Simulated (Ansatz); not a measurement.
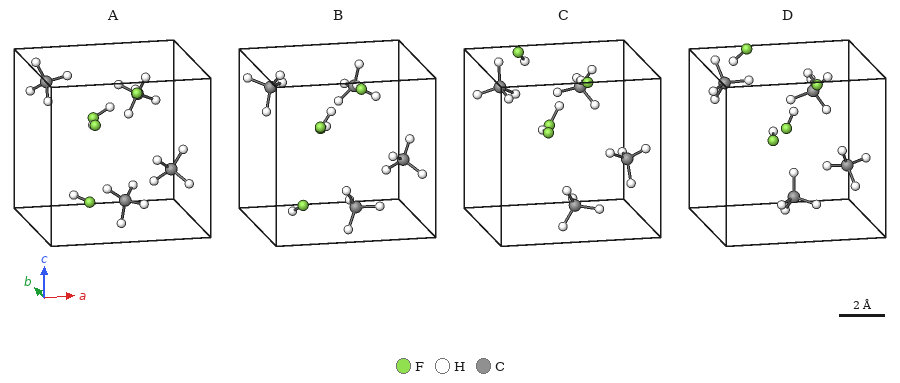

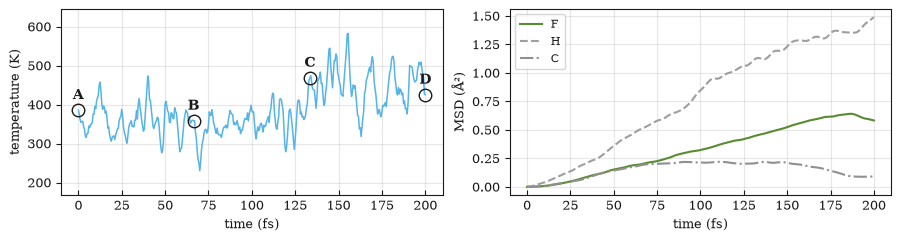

First-principles dynamics of a periodic cell with 4 HF + 4 CH4 at 0.617 g/cm³, 200 fs long. It starts from the last geometry of an earlier run, with fresh velocities. Frames (A at 0 fs, B at 66 fs, C at 134 fs, D at 200 fs) and the history of the run. The picture is a ball-and-stick view of the simulation cell, seen slightly off an axis. Atoms that leave the cell re-enter on the other side.

Level of theory: Ansatz, DFT PBE, scalar-relativistic, plane waves, PAW. Run with plane-wave cutoff 420 eV; k-point mesh 1 × 1 × 1; Fermi-Dirac smearing 0.02 eV; low-accuracy preset; Langevin thermostat (NVT); set temperature 400 K; time step 0.5 fs; friction 0.02 per fs.

Input file:
```yaml
accuracy: low
crystal:
  lattice:
    - [7.293633, 0.0, 0.0]
    - [0.0, 7.293633, 0.0]
    - [0.0, 0.0, 7.293633]
  atoms:
    - { symbol: F, position: [0.65218147, 0.50837161, 0.79914816] }
    - { symbol: H, position: [0.67462185, 0.64409275, 0.78963805] }
    - { symbol: F, position: [0.3525608, 0.39844842, 0.68754615] }
    - { symbol: H, position: [0.4678841, 0.44283974, 0.73795519] }
    - { symbol: F, position: [0.28760786, 0.06714295, 0.72412769] }
    - { symbol: H, position: [0.30226384, 0.19730046, 0.69390136] }
    - { symbol: F, position: [0.41525984, 0.7640092, 0.06546558] }
    - { symbol: H, position: [0.33968695, 0.86617972, 0.0897722] }
    - { symbol: C, position: [0.5095742, 0.21255783, 0.2046749] }
    - { symbol: H, position: [0.39241713, 0.19351251, 0.28754145] }
    - { symbol: H, position: [0.58666061, 0.33468403, 0.2671055] }
    - { symbol: H, position: [0.49202236, 0.24132337, 0.05422984] }
    - { symbol: H, position: [0.60040733, 0.09370833, 0.20338254] }
    - { symbol: C, position: [0.90156208, 0.65443887, 0.27253468] }
    - { symbol: H, position: [0.79536161, 0.57572034, 0.35368351] }
    - { symbol: H, position: [0.9916381, 0.55794583, 0.1982852] }
    - { symbol: H, position: [0.99370692, 0.73039221, 0.37297217] }
    - { symbol: H, position: [0.8130906, 0.73955298, 0.18236215] }
    - { symbol: C, position: [0.0271711, 0.26834356, -0.0360181] }
    - { symbol: H, position: [-0.04812174, 0.37373844, -0.11411024] }
    - { symbol: H, position: [0.01150325, 0.15243894, -0.13013891] }
    - { symbol: H, position: [-0.04023442, 0.25618976, 0.09327513] }
    - { symbol: H, position: [0.16678928, 0.2979185, -0.0117758] }
    - { symbol: C, position: [0.74450476, 0.89039931, 0.69859086] }
    - { symbol: H, position: [0.65222499, 1.0028748, 0.73400854] }
    - { symbol: H, position: [0.87085488, 0.94193745, 0.63901826] }
    - { symbol: H, position: [0.66981688, 0.80786318, 0.59650617] }
    - { symbol: H, position: [0.77726246, 0.81174838, 0.81907433] }
basis:
  ecutwfc: 420.0
kpoints:
  mp_grid: { grid: [1, 1, 1] }
hamiltonian:
  xc: pbe
scf:
  occupations: { method: fermi_dirac, width: 0.02 }
  lower_state_search: "off"
md:
  timestep: 0.5
  n_steps: 400
  ensemble: nvt_langevin
  temperature: 400.0
  initial_velocities: maxwell_boltzmann
  seed: 366751
  friction: 0.02
```

Command:
```bash
ansatz run input.yaml --threads 1 --pin off --max-ram 3072MiB --backend cpu --events-out ev --progress --plain --runs-dir out
```

**What happens in this trajectory?**

The mean temperature in the second half is 422 K (standard deviation 62 K). The potential energy in the second half lies on average 11.2 meV per atom above the first frame. Root-mean-square distances from the starting positions over the second half, with the common drift of all atoms taken out: H 1.09 Å, F 0.71 Å, C 0.42 Å. The heavy atoms stay within a fraction of a molecule's size of their starting places; so short a run doesn't tell a liquid from a solid.

Limits of the set-up: the program's low-accuracy preset was used; the periodic images lie only 7.3 Å apart, so the values are limited by the cell's size.
